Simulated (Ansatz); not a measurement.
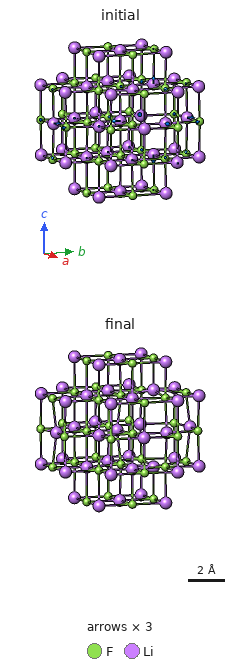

The structure of a defect cell of composition F31Li32 (cell charge +1) before (top) and after (bottom) a relaxation, at one scale. The blue arrows give the displacements, magnified 3 times.

A ball-and-stick model of the atoms within 5.0 Å of the atom that moves most (axes of the cell of the calculation, reduced to other axes (origin shifted)), seen slightly off an axis. Lengths and directions refer to the drawn axes.

Computed with DFT, PBEsol, PAW, plane waves (Ansatz 0.2.0). Settings: plane-wave cutoff 420 eV; k-point mesh 1 × 1 × 1; mesh shifted by (0.25, 0.25, 0.25); no spin polarisation; atoms relaxed in a fixed cell; force threshold 0.03 eV/Å; at most 80 steps.

Q: Summarise the run.

A: Over 3 geometry steps the energy falls by 1.366 eV per cell of the calculation. The largest force component goes from 1.6 to 0.0014 eV/Å. The atom that moves furthest is a Li atom (0.21 Å roughly along −b). By element the largest moves are Li 0.21 Å, F 0.11 Å. The cell stays as it was. Among the contacts that change: F–Li 2.026 → 1.818 Å, F–Li 1.993 → 1.818 Å, F–Li 1.953 → 2.052 Å, F–Li 2.062 → 1.969 Å. Bond angles that change, for instance: Li–F–Li 89.9° → 103.7°, F–Li–F 179.7° → 166.3°, Li–F–Li 91.0° → 103.7°. Cost: 3.3 s on 1 × NVIDIA GB300 Max-Q with 8 threads of Arm Neoverse-V2, peak memory 1.7 GiB.

Limits of the set-up: the periodic images lie only 8.0 Å apart, so the values are limited by the cell's size; the cell is charged, on a uniform background, and energies carry no finite-size correction.
